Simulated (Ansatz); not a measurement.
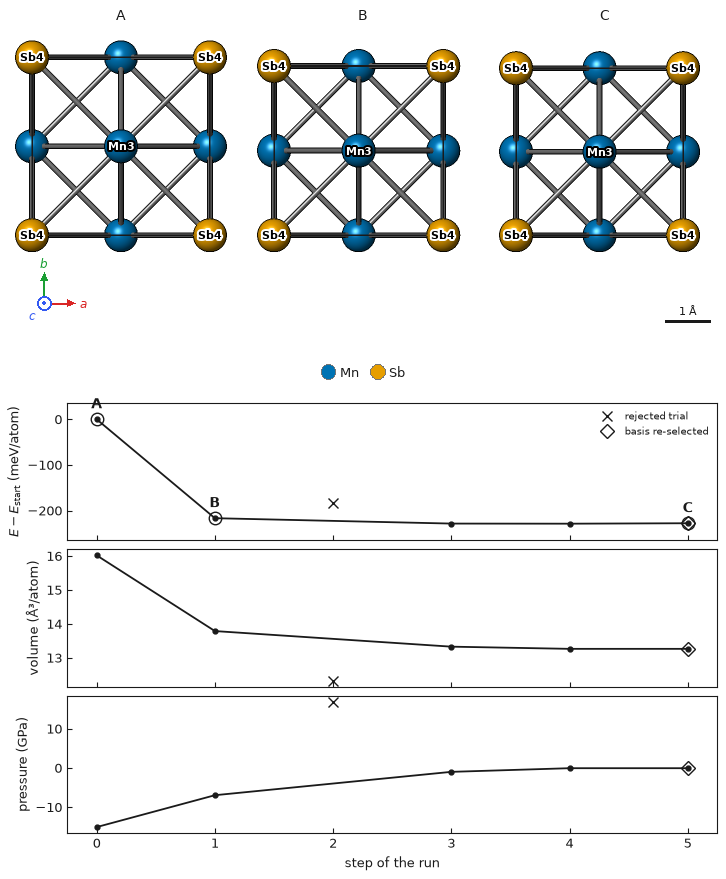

Frames of a relaxation of solid Mn3Sb (set up in Pm-3m) (coarse preliminary run), marked on the history of the run. A ball-and-stick model of the cell of the calculation, seen along the c axis.

All numbers below come from DFT PBEsol, scalar-relativistic, plane waves, PAW (Ansatz).

Input file:
```yaml
crystal:
  lattice:
    - [4.0017, 0.0, 0.0]
    - [0.0, 4.0017, 0.0]
    - [0.0, 0.0, 4.0017]
  atoms:
    - { symbol: Mn, position: [0.0, 0.5, 0.5], spin: 2.98 }
    - { symbol: Mn, position: [0.5, 0.0, 0.5], spin: 2.98 }
    - { symbol: Mn, position: [0.5, 0.5, 0.0], spin: 2.98 }
    - { symbol: Sb, position: [0.0, 0.0, 0.0], spin: -0.17 }
basis:
  ecutwfc: 420
kpoints:
  mp_grid: { grid: [6, 6, 6] }
hamiltonian:
  xc: pbesol
scf:
  occupations: { method: gaussian, width: 0.1 }
output:
  forces: true
  stress: true
  eigenvalues: true
  populations: true
magnetization:
  spin_polarized: true
relax:
  adjacent_minimum: "off"
  f_tol: 0.05
  max_steps: 80
  cell: { stress_tol: 0.5 }
```

Command:
```bash
ansatz run input.yaml --threads 1 --pin off --max-ram 2560MiB --backend cpu --events-out ev --progress --plain --runs-dir out
```

> What happens along the run?

Over 3 accepted moves (5 points after the start) the energy falls by 228 meV per atom. All forces vanish by symmetry, so only the cell relaxes. Pressure: −15.06 GPa at the start and −0.05 GPa at the end. The line search rejected the trial step at point 2 of the run. The SCF was repeated once at an unchanged geometry on a basis and grid sized afresh for the cell, which shifted the energy by 1.0 meV per atom at most. No atom moves by more than 0.005 Å relative to the cell. The volume changes by −17.2 %, with a = b = c 4.002 → 3.758 Å (−6.1 %). Some distances before and after: Mn1–Mn2 2.830 → 2.657 Å, Mn1–Sb4 2.830 → 2.657 Å. The space group stays Pm-3m (No. 221). From step 0 to 1: volume −13.9 %, energy −217 meV per atom. From step 1 to 5: volume −3.8 %, energy −11.1 meV per atom.

```csv
step,"E − E(0), meV/atom","pressure, GPa","volume, Å³/atom",note
0,0.00,-15.06,16.020,
1,-216.54,-6.93,13.790,
2,-183.28,16.87,12.330,rejected
3,-228.33,-0.98,13.330,
4,-228.56,-0.05,13.266,
5,-227.60,-0.05,13.266,"same geometry, new basis"
```
